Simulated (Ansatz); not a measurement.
Geometry relaxation, with input and output: ZnO (part 2 of 2)

The same run, continued: ZnO (P6₃mc, 4 atoms in the cell); DFT PBEsol, scalar-relativistic, plane waves, PAW, no spin polarisation (Ansatz 0.2.0); cutoff 420 eV, 12×12×6 k-mesh, Gaussian smearing of 0.02 eV. The structure derives from a Materials Project entry. It belongs to a series of runs on one base structure; here: uniaxial strain along c, a, b and atoms relaxed: -2.0 %.

Geometry of the input (Å; fractional positions):
```
3.2466  0.0000  0.0000
-1.6233  2.8117  0.0000
0.0000  0.0000  5.1098
Zn 0.6667  0.3333  0.5006
Zn 0.3333  0.6667  0.0006
O  0.6667  0.3333  0.8797
O  0.3333  0.6667  0.3797
```

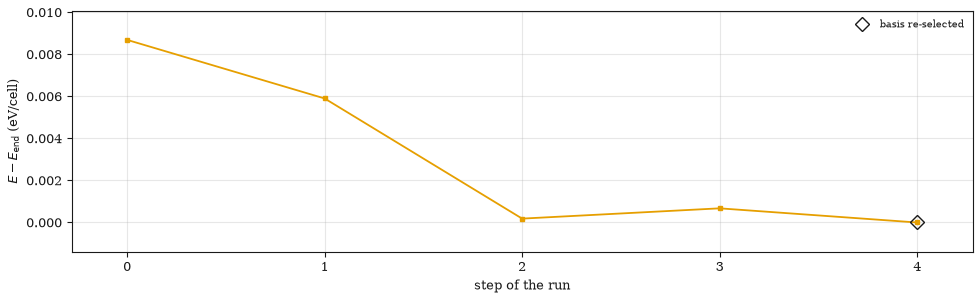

**Figure 1.** Progress of the relaxation, step by step (the first geometry is step 0 here and step 1 in the log).

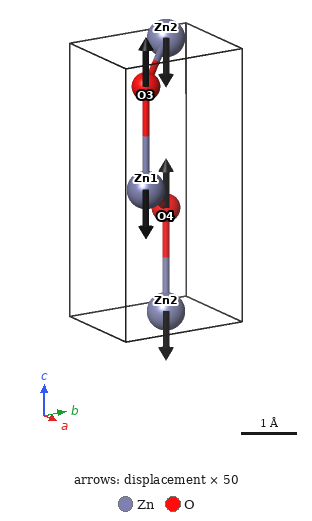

**Figure 2.** The starting structure with the displacements as black arrows, magnified 50 times (ball-and-stick view of the cell of the calculation, seen slightly off an axis). Over 3 geometry steps the energy falls by 8.0 meV per cell of the calculation. The largest force component goes from 0.25 to 0.00028 eV/Å. The pressure goes from 1.60 to 0.90 GPa. The largest moves relative to the cell, 0.019 Å, are those of Zn1, Zn2, O3 and O4. Largest moves by element: O 0.019 Å, Zn 0.019 Å. The volume changes by +0.3 %, with a = b 3.247 → 3.252 Å (+0.2 %), c stays at 5.110 Å. Among the contacts that change: Zn1–O3 1.937 → 1.974 Å, Zn1–O4 1.974 → 1.965 Å. The space group stays P6_3mc (No. 186). A last SCF at the same geometry on a re-selected plane-wave basis shifts the energy by −0.7 meV per cell of the calculation. (Atoms are counted from 1 in the order of the input.)

```
basis re-selected at this cell: Δ(F+E_penalty+E_count) = -6.740e-4 eV, ΔP = +0.026 GPa vs the last step (what re-selecting the basis moved, of the pressure what is left beyond the Pulay correction that the steps carried, after the strain that the cell walked since its last selection, with what the two solves' SCF thresholds leave and, on support functions, any second-order correction that the steps lacked; it is no measure of the basis error at this ecutwfc). This SCF's stress stands 9.52e-3 GPa from its target on what of the cell is left free (relax.cell.stress_tol is 1.50e-2 GPa) and its largest allowed force component is 2.78e-4 eV/Å (relax.f_tol is 8.00e-3 eV/Å): within both
SCF converged after 8 iterations
Free energy (F): -7684.249837 eV
Harris-Foulkes:  -7684.249837 eV  (|F-HF|=1.82e-12)
Internal energy: -7684.249837 eV  (E = F + TS)
E sigma→0 (E₀):  -7684.249837 eV
Fermi energy:    7.683375 eV
--- Per-component energies (eV) ---
  E_band       = 66.837835
  E_kinetic    = 611.167455
  E_local      = -3976.875203  (includes V_loc(G=0)·N_el)
  E_nonlocal   = 1338.201580
  E_hartree    = 1630.610414
  E_xc         = -415.212677
  E_vxc        = -289.797097  (∫ρ·V_xc dr)
  E_paw        = -3894.601273  (= ΣΔE_a)
  E_vpaw       = -877.083995  (= ΣTr[D̂ρ^β])
  E_aug_tail   = 0.004251  (compensation charges beyond the density's cutoff)
  E_ewald      = -2979.209671
  E_core_change = 1.665286  (= ΣΔE_core)
  E_smearing   = -0.000000  (= −TS)
  E_closure    = -0.000000  (closes the sum)
  Σ components = -7684.249837   (vs F -7684.249837, Δ=0.00e0)
--- Forces (eV/Å), atoms counted from 1 ---
  atom   1  Zn     0.00000000    -0.00000000     0.00027775
  atom   2  Zn    -0.00000000     0.00000000     0.00027775
  atom   3  O     -0.00000000     0.00000000    -0.00027792
  atom   4  O      0.00000000    -0.00000000    -0.00027792
  max |Σ_I F_I| component: 3.41e-7 eV/Å
--- Stress (GPa, compression-positive) ---
        0.009515      -0.000000      -0.000000
       -0.000000       0.009515      -0.000000
       -0.000000      -0.000000       2.666378
  P = ⅓ Tr σ = 0.8951 GPa (8.951 kbar)
--- Band table (eV; the first three rows and the last of 172) ---
  k-point 0: bands = ["-10.8355", "-10.0279", "1.5002", "1.5002", "1.5926", "1.6488", "1.6782", "1.6782", "2.7466", "2.7466", "2.9822", "2.9822", "3.2814", "6.4881", "6.4881", "7.2147", "7.3107", "7.3107", "8.0557", "12.4101", "15.6681", "19.9676"]
  k-point 1: bands = ["-10.7842", "-10.0849", "1.4731", "1.5046", "1.5046", "1.5847", "1.6582", "1.6582", "2.7692", "2.7692", "2.9741", "2.9741", "3.6015", "6.5444", "6.5444", "6.6569", "7.2568", "7.2568", "8.7208", "12.2104", "15.8452", "19.9646"]
  k-point 2: bands = ["-10.6421", "-10.2385", "1.3270", "1.4406", "1.5225", "1.5225", "1.6103", "1.6103", "2.8260", "2.8260", "2.9453", "2.9453", "4.3018", "5.8864", "6.6979", "6.6979", "7.1097", "7.1097", "9.7441", "11.6339", "16.4228", "18.9760"]
  k-point 171: bands = ["-9.9761", "-9.9761", "1.0379", "1.0379", "2.0173", "2.0173", "2.0675", "2.0675", "2.9526", "2.9526", "3.0505", "3.0505", "3.5165", "3.5165", "5.7109", "5.7109", "6.0110", "6.0110", "12.9776", "12.9776", "15.7540", "15.7540"]
--- Relaxed structure (4 steps of the walk, 4 accepted, 1 SCFs on fresh bases) ---
  F+E_penalty+E_count = -7684.24983665 eV   max|allowed force component| = 2.778e-4 eV/Å   (the final SCF, on the basis selected at the relaxed cell)
  cell:  # Å, volume = 46.7961 Å³
    - [3.2519037716350474, 9.303269009815321e-19, -3.4310964640851694e-82]
    - [-1.6259518858175237, 2.8162312768983804, -1.919769685731066e-82]
    - [-5.400128190523097e-82, -6.606674440660708e-82, 5.1097940988]
  atoms:
    - { symbol: Zn, position: [0.6666666665388576, 0.33333333346114236, 0.4970128747768442] }
    - { symbol: Zn, position: [0.3333333334611423, 0.6666666665388576, -0.002987125223155974] }
    - { symbol: O, position: [0.6666666667752483, 0.33333333322475156, 0.8832971252231561] }
    - { symbol: O, position: [0.3333333332247516, 0.6666666667752484, 0.383297125223156] }
```

Trajectory as extended XYZ (Å, eV, eV/Å), 5 frames, from step=1 to step=5
```
4
Lattice="3.2466 0.0000 0.0000 -1.6233 2.8117 0.0000 0.0000 0.0000 5.1098" Properties=species:S:1:pos:R:3:forces:R:3 step=1 energy=-7684.24115 pressure_GPa=1.60
Zn    1.6233    0.9372    2.5582    0.0000   0.0000  -0.2525
Zn    0.0000    1.8744    0.0033    0.0000   0.0000  -0.2525
O     1.6233    0.9372    4.4949    0.0000   0.0000   0.2525
O     0.0000    1.8744    1.9400    0.0000   0.0000   0.2525
4
Lattice="3.2481 0.0000 0.0000 -1.6240 2.8129 0.0000 0.0000 0.0000 5.1098" Properties=species:S:1:pos:R:3:forces:R:3 step=2 energy=-7684.24394 pressure_GPa=1.40
Zn    1.6240    0.9376    2.5548    0.0000   0.0000  -0.2018
Zn    0.0000    1.8753   -0.0001    0.0000   0.0000  -0.2018
O     1.6240    0.9376    4.4983    0.0000   0.0000   0.2021
O     0.0000    1.8753    1.9434    0.0000   0.0000   0.2021
4
Lattice="3.2443 0.0000 0.0000 -1.6222 2.8096 0.0000 0.0000 0.0000 5.1098" Properties=species:S:1:pos:R:3:forces:R:3 step=3 energy=-7684.24965 pressure_GPa=1.63
Zn    1.6222    0.9365    2.5417    0.0000   0.0000  -0.0073
Zn    0.0000    1.8731   -0.0132    0.0000   0.0000  -0.0073
O     1.6222    0.9365    4.5114    0.0000   0.0000   0.0073
O     0.0000    1.8731    1.9565    0.0000   0.0000   0.0073
4
Lattice="3.2519 0.0000 0.0000 -1.6260 2.8162 0.0000 0.0000 0.0000 5.1098" Properties=species:S:1:pos:R:3:forces:R:3 step=4 energy=-7684.24916 pressure_GPa=0.87
Zn    1.6260    0.9387    2.5396    0.0000   0.0000   0.0006
Zn    0.0000    1.8775   -0.0153    0.0000   0.0000   0.0006
O     1.6260    0.9387    4.5135    0.0000   0.0000  -0.0002
O     0.0000    1.8775    1.9586    0.0000   0.0000  -0.0002
4
Lattice="3.2519 0.0000 0.0000 -1.6260 2.8162 0.0000 0.0000 0.0000 5.1098" Properties=species:S:1:pos:R:3:forces:R:3 step=5 energy=-7684.24984 pressure_GPa=0.90
Zn    1.6260    0.9387    2.5396    0.0000   0.0000   0.0003
Zn    0.0000    1.8775   -0.0153    0.0000   0.0000   0.0003
O     1.6260    0.9387    4.5135    0.0000   0.0000  -0.0003
O     0.0000    1.8775    1.9586    0.0000   0.0000  -0.0003
```

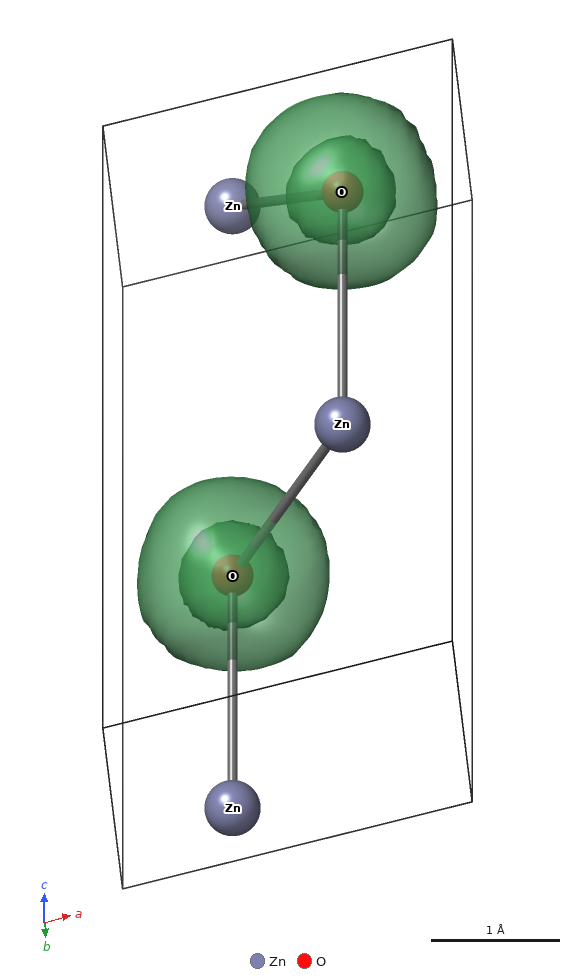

**Figure 3.** Isosurface of the ELF at 0.75 (green), seen at an oblique angle. Only the valence region is drawn (cores and ρ < 0.01 e/Å³ removed). Sticks mark near contacts. The outline is the cell set on symmetry axes. Along the contacts the grid gives the following. Zn–O (1.97 Å): the ELF is about 0.25 at the midpoint. Core electrons are frozen (PAW), so the fields are smoothed inside the atomic spheres.

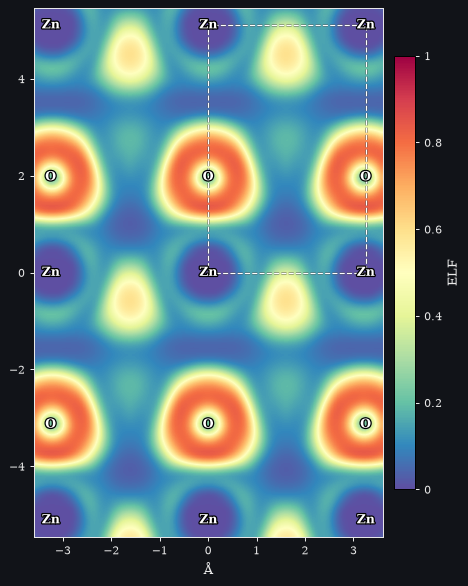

**Figure 4.** ELF on the (010) plane of the conventional cell. Atoms in the plane: Zn and O. Zn–O (1.97 Å): the ELF is about 0.25 at the midpoint.

Results in brief

- outcome: converged
- space group (tolerance 0.01 Å): P6₃mc (186)
- electrons treated: 36
- free energy: −7684.2498 eV
- Fermi energy: 7.683 eV
- gap on the k-point mesh: 0.75 eV
- pressure: 0.90 GPa
- final volume: 46.80 Å³
- largest force (length of the vector) at the end: under 0.001 eV/Å
- final cell: a = 3.252 Å, b = 3.252 Å, c = 5.110 Å, α = 90.00°, β = 90.00°, γ = 120.00°
- wall time: 1.8 min
- peak memory: 0.54 GiB
